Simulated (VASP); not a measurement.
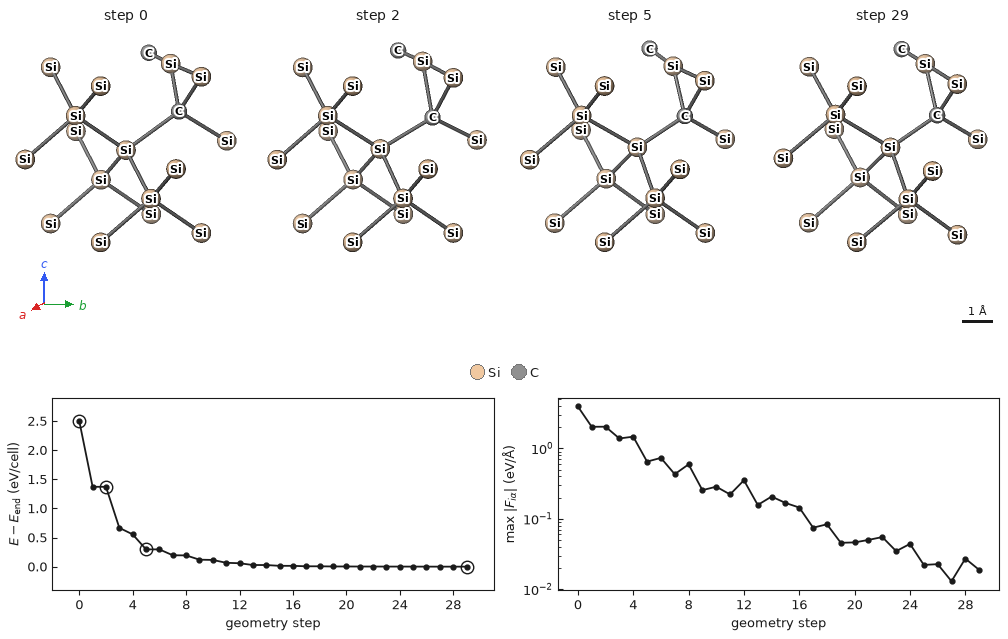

Frames of a relaxation of a defect cell of composition Si63C2, marked on the history of the run. The picture is a ball-and-stick view of the atoms within 4.2 Å of the atom that moves most (axes of the cell of the calculation (origin shifted)), seen slightly off an axis.

The run lets the atoms move in a fixed cell.

Method: Kohn-Sham DFT of a periodic cell, PBE, VASP PAW PBE potentials, recommended in VASP.

Input file:
```
PREC = Accurate ; ENCUT = 420
EDIFF = 1E-6 ; ISMEAR = -2
LREAL = Auto ; LASPH = True
NELM = 100 ; ALGO = Fast
ISIF = 2 ; LWAVE = False
LCHARG = False ; ISPIN = 2
MAGMOM = 0 0 0 0 0 0 0 0 0 0 0 0 0 0 0 0 0 0 0 0 0 0 0 0 0 0 0 0 0 0 0 0 0 0 0 0 0 0 0 0 0 0 0 0 0 0 0 0 0 0 0 0 0 0 0 0 0 0 0 0 0 0 0 0 0 ; LORBIT = 11
GGA = PE ; IBRION = 2
NSW = 30 ; EDIFFG = -0.015
NELECT = 260 ; ISYM = 0
NBANDS = 144 ; FERWE = 130*1.0 14*0.0
FERDO = 129*1.0 1.0 0.0 13*0.0 ; LUSENCCL = False
```

Launched with:
```bash
cat potpaw_PBE.64/Si/POTCAR potpaw_PBE.64/C/POTCAR > POTCAR
mpirun -np 1 vasp_gam > vasp.out
```

What happens along the run?

The relaxation stopped without meeting its thresholds, so the last structure isn't shown to be converged. The largest moves, 0.31 Å, are those of Si atoms. By element the largest moves are Si 0.31 Å, C 0.25 Å. The cell stays as it was. Near-neighbour distances that change, for instance: C–Si 2.297 → 1.976 Å, C–Si 2.297 → 2.068 Å, C–Si 1.693 → 1.880 Å, C–Si 1.693 → 1.842 Å. Among the angles between lasting bonds that change: C–Si–C 115.8° → 125.1°, Si–Si–Si 109.5° → 101.6°, Si–C–Si 71.5° → 77.8°. After 29 geometry steps the energy has fallen by 2.499 eV per cell of the calculation. The largest force component goes from 3.9 to 0.019 eV/Å. It ran on 1 × NVIDIA H100 80GB with 1 thread of AMD EPYC 7R13 Processor (Zen 3) (shared host). From step 0 to 2: a C atom moves most (0.22 Å), energy −1.129 eV per cell of the calculation. From step 2 to 5: a Si atom moves most (0.21 Å), energy −1.074 eV per cell of the calculation. From step 5 to 29: Si atoms move most (0.12 Å), energy −0.297 eV per cell of the calculation.

```
step  E − E(0), meV/atom  largest force component, eV/Å
   0                0.00                         3.9274
   1              -17.37                         2.0237
   2              -17.37                         2.0282
   3              -28.20                         1.3807
   4              -29.93                         1.4654
   5              -33.89                         0.6486
   6              -33.89                         0.7322
   7              -35.44                         0.4300
   8              -35.48                         0.5926
   9              -36.61                         0.2553
  10              -36.67                         0.2856
  11              -37.43                         0.2219
  12              -37.55                         0.3522
  13              -38.02                         0.1573
  14              -38.02                         0.2071
  15              -38.23                         0.1680
  16              -38.23                         0.1446
  17              -38.35                         0.0749
  18              -38.36                         0.0836
  19              -38.40                         0.0457
  20              -38.40                         0.0463
  21              -38.42                         0.0502
  22              -38.42                         0.0551
  23              -38.43                         0.0348
  24              -38.43                         0.0441
  25              -38.44                         0.0222
  26              -38.44                         0.0227
  27              -38.45                         0.0130
  28              -38.45                         0.0273
  29              -38.45                         0.0189
```
